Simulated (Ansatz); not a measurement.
The Ansatz input:

```
crystal:
  lattice:
    - [0.0, 2.269, 2.269]
    - [2.269, 0.0, 2.269]
    - [2.269, 2.269, 0.0]
  atoms:
    - { symbol: B, position: [0, 0, 0] }
    - { symbol: P, position: [0.25, 0.25, 0.25] }
kpoints:
  mp_grid: { grid: [6, 6, 6], shift: [0, 0, 0] }
hamiltonian:
  xc: pbe
  pseudopotentials:
    kind: paw
    azcp:
      B: "pseudopotentials/B.paw.azcp"
      P: "pseudopotentials/P.paw.azcp"
scf:
  occupations: { method: fixed }
  convergence: { dr2_threshold: "1e-9 eV" }
  lower_state_search: "off"
output:
  forces: false
  stress: false
gw:
  n_empty_bands: 231
  ecut_chi: 180.0
  qp_bands: [v1, c1]
  qp_kpoints: [[0, 0, 0], [0, 0.5, 0.5], [0, 0, 0.5]]
  ecutfock_ratio: 2
basis:
  ecutwfc: 700
```

What do the quasiparticle corrections do to the gap?

The gap on the mesh goes from 1.34 eV in PBE to 1.98 eV, an opening of 0.65 eV before rounding. The valence top moves by −0.53 eV and the conduction bottom by +0.12 eV.

These values hold for 231 empty bands and a screening cutoff of 180 eV on this mesh, not for the basis limit.

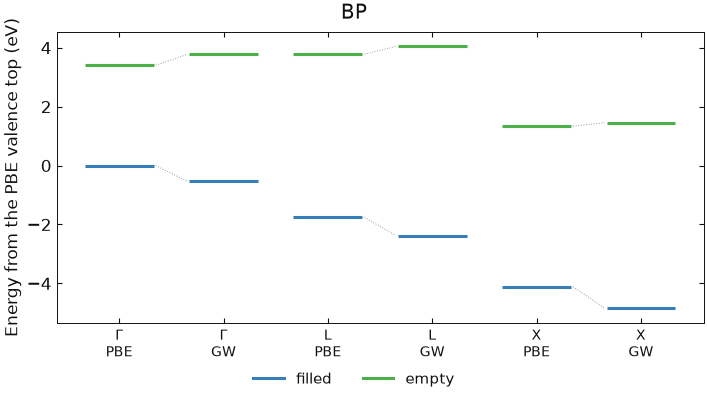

Kohn-Sham (PBE) and quasiparticle levels side by side at points of the k mesh; filled and empty levels have different colours.
